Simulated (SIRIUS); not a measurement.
# Ta: 7 runs along one coordinate

System: Ta (Im-3m, 1 atom in the cell).
Method: Kohn-Sham DFT of a periodic cell, PBEsol, dojo-sr-pbesol-0.4.1-standard, no spin polarisation (SIRIUS 7.10.0).

The 7 runs differ only in the geometry, by an even scaling of the cell at fixed fractional positions. The structure derives from an entry of the Crystallography Open Database.

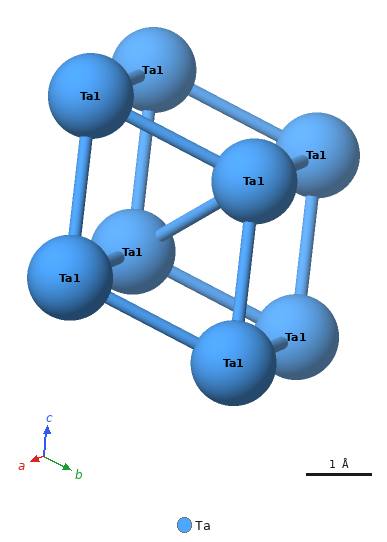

Figure 1. The structure of run 4 (ball-and-stick view of the cell of the calculation, seen slightly off an axis; atoms are numbered from 1 in the order of the input). An atom can appear more than once, as a periodic image.

## Input of run 4
```
{
  "control": {
    "processing_unit": "cpu",
    "verbosity": 2,
    "num_bands_to_print": 13,
    "print_forces": true,
    "print_stress": true
  },
  "parameters": {
    "electronic_structure_method": "pseudopotential",
    "xc_functionals": ["XC_GGA_X_PBE_SOL", "XC_GGA_C_PBE_SOL"],
    "gk_cutoff": 7.7,
    "pw_cutoff": 15.4,
    "ngridk": [11, 11, 11],
    "shiftk": [0, 0, 0],
    "smearing": "fermi_dirac",
    "smearing_width": 0.0018374661,
    "num_bands": 13,
    "num_mag_dims": 0,
    "num_dft_iter": 100,
    "energy_tol": 1e-08,
    "density_tol": 1e-06
  },
  "iterative_solver": {
    "type": "davidson",
    "min_tolerance": 1e-09,
    "tolerance_scale": [0.1, 0.25]
  },
  "mixer": {
    "type": "anderson",
    "beta": 0.7,
    "max_history": 8
  },
  "settings": {
    "tol_ne": 1e-10,
    "pseudo_grid_cutoff": 6.5
  },
  "unit_cell": {
    "lattice_vectors": [
      [-3.120466955072, 3.120466955072, 3.120466955072],
      [3.120466955072, -3.120466955072, 3.120466955072],
      [3.120466955072, 3.120466955072, -3.120466955072]
    ],
    "atom_coordinate_units": "lattice",
    "atom_types": ["Ta"],
    "atom_files": {
      "Ta": "Ta.json"
    },
    "atoms": {
      "Ta": [
        [0.0, 0.0, 0.0]
      ]
    }
  }
}
```

Command:
```bash
upf_to_json Ta.upf
OMP_NUM_THREADS=1 sirius.scf --input=sirius.json --output=out.json --task=0
```

Run 6 differs from it as follows:
```diff
-      [-3.120466955072, 3.120466955072, 3.120466955072],
-      [3.120466955072, -3.120466955072, 3.120466955072],
-      [3.120466955072, 3.120466955072, -3.120466955072]
+      [-3.161530439765, 3.161530439765, 3.161530439765],
+      [3.161530439765, -3.161530439765, 3.161530439765],
+      [3.161530439765, 3.161530439765, -3.161530439765]
```

## Results, with one run withheld

| run | volume per atom (Å³) | free energy per atom, from the lowest run given (meV) | pressure (GPa) |
| --- | --- | --- | --- |
| 1 | 16.930 | 20.26 | 9.50 |
| 2 | 17.290 | 4.71 | 4.41 |
| 3 | 17.650 | 0.00 | −0.15 |
| 4 | 18.010 | 4.99 | −4.22 |
| 5 | 18.371 | 18.63 | −7.87 |
| 6 | 18.731 | ? | ? |
| 7 | 19.091 | 68.46 | −14.10 |

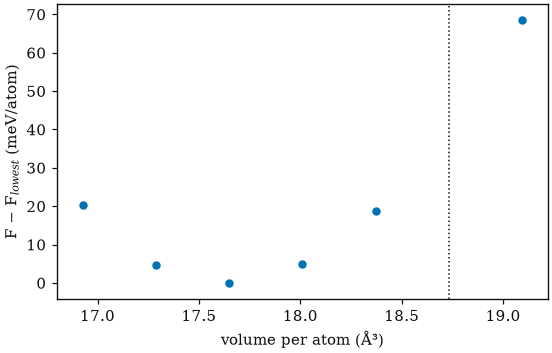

Figure 2. Free energy per atom of the runs given; the dotted line marks run 6.

What should run 6 give?

A cubic polynomial in V^(−2/3) (the Birch–Murnaghan form), fitted to the 6 runs given, misses them by at most 0.03 meV per atom. With x = V^(−2/3) − 0.14632 Å⁻², it reads F = 1.8967 − 3018.5 x + 1.1973e+06 x² + 1.6577e+06 x³ (meV per atom). At run 6 it gives 40.07 meV per atom, and the run itself gives 40.05. The slope of the fit gives a pressure −dF/dV of −11.14 GPa there, and the run prints −11.14 GPa. The fit has its minimum at 17.639 Å³ per atom, where V d²F/dV² gives 212 GPa: the bulk modulus at this level, since symmetry fixes the shape and the positions.

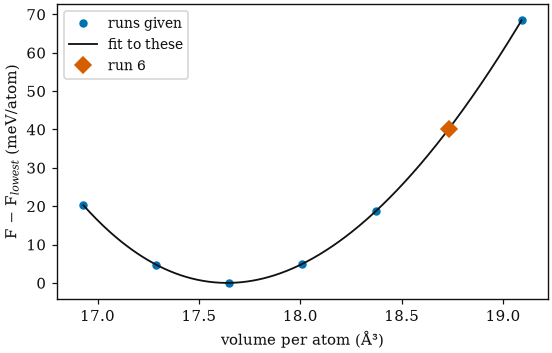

Figure 3. The fit and the withheld run.

## Some lines of the output (run 6)
```
[...]
[find] Efermi                         :       0.64187355
[find] Total energy                   :     -65.08015734 (Ha),    -130.16031468 (Ry)
[find] Free energy (E-TS)             :     -65.08053157 (Ha),    -130.16106315 (Ry)
[find] Efermi                         :       0.64185172
[find] Total energy                   :     -65.08015757 (Ha),    -130.16031513 (Ry)
[find] Free energy (E-TS)             :     -65.08053194 (Ha),    -130.16106387 (Ry)
[find] Efermi                         :       0.64186142
[find] Total energy                   :     -65.08015759 (Ha),    -130.16031518 (Ry)
[find] Free energy (E-TS)             :     -65.08053198 (Ha),    -130.16106396 (Ry)
[find] Efermi                         :       0.64186508
[find] Free energy (E-TS)             :     -65.08053199 (Ha),    -130.16106397 (Ry)
[find] Efermi                         :       0.64186600
[find] Efermi                         :       0.64186594
[find] Efermi                         :       0.64186616
```

Notes: Spin–orbit coupling is left out, which matters for Ta.
